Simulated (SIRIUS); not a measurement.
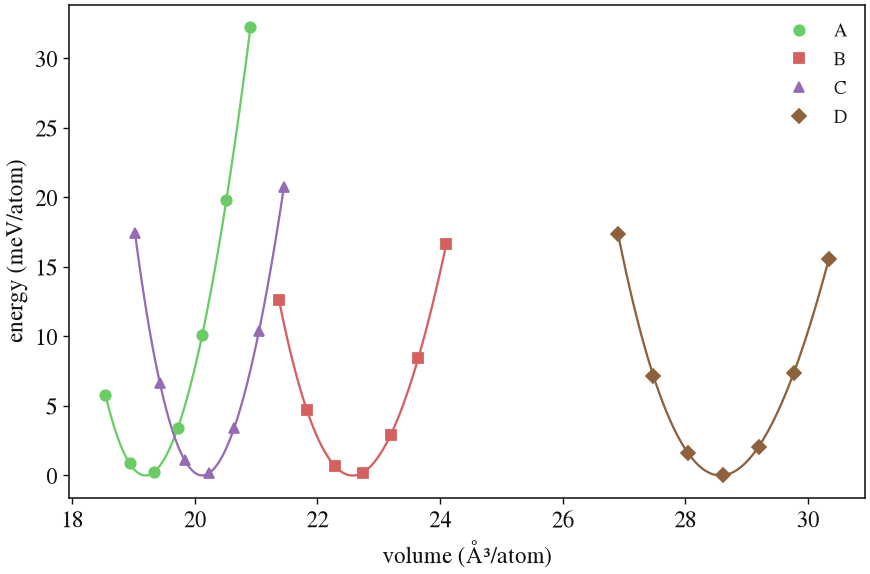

Plotted: energy against volume, with one curve for each compound, for GaP, GaSb, MgS and ZnS (all in space group F-43m (No. 216)). The labels are replaced by letters.

Calculation (SIRIUS 7.10.0): plane-wave DFT, no spin polarisation; energies at scaled volumes of the given cell, shape and fractions fixed, counted from the fit's minimum, third-order Birch-Murnaghan fit. Level: PBEsol.

occupations Fermi–Dirac; smearing width 0.05 eV; potentials dojo sr pbesol 0.4.1 standard.

Q: Which letter stands for which compound?

A: A: ZnS; B: MgS; C: GaP; D: GaSb.
